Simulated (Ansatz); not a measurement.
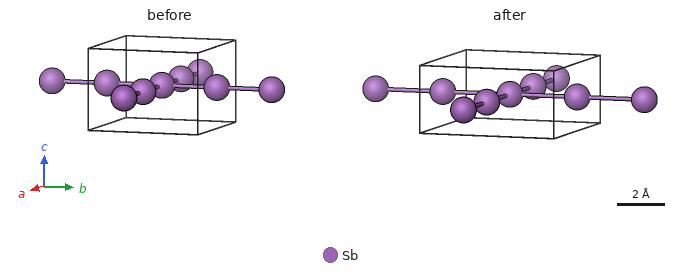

The structure of crystalline Sb (a generated structure, set up in P4/mmm) (coarse preliminary run) before (left) and after (right) a relaxation, at one scale.

Style: ball-and-stick. Shown: the cell of the calculation, slightly off an axis.

Level of theory: DFT PBE, scalar-relativistic, plane waves, PAW in Ansatz. (plane-wave cutoff 420 eV; k-point mesh 4 × 4 × 6; occupations gaussian; smearing width 0.1 eV; no spin polarisation; cell and atoms relaxed; force threshold 0.04 eV/Å; at most 70 steps)

Q: What changed between the two?

A: Over 9 accepted moves (12 points after the start) the energy falls by 1134 meV per atom. All forces vanish by symmetry, so only the cell relaxes. The pressure goes from 22.97 to 0.08 GPa. The line search rejected the trial step at point 6 of the run. The SCF was repeated twice at an unchanged geometry on a basis and grid sized afresh for the cell, which shifted the energy by 34.7 meV per atom at most. No atom moves by more than 0.005 Å relative to the cell. The drawn cell changes as follows: a = b 5.039 → 6.167 Å (+22.4 %), c 3.579 → 2.962 Å (−17.2 %); the volume changes by +24.0 %. Among the contacts that change: Sb–Sb 3.579 → 2.962 Å, Sb–Sb 2.519 → 3.083 Å. The space group stays P4/mmm (No. 123).
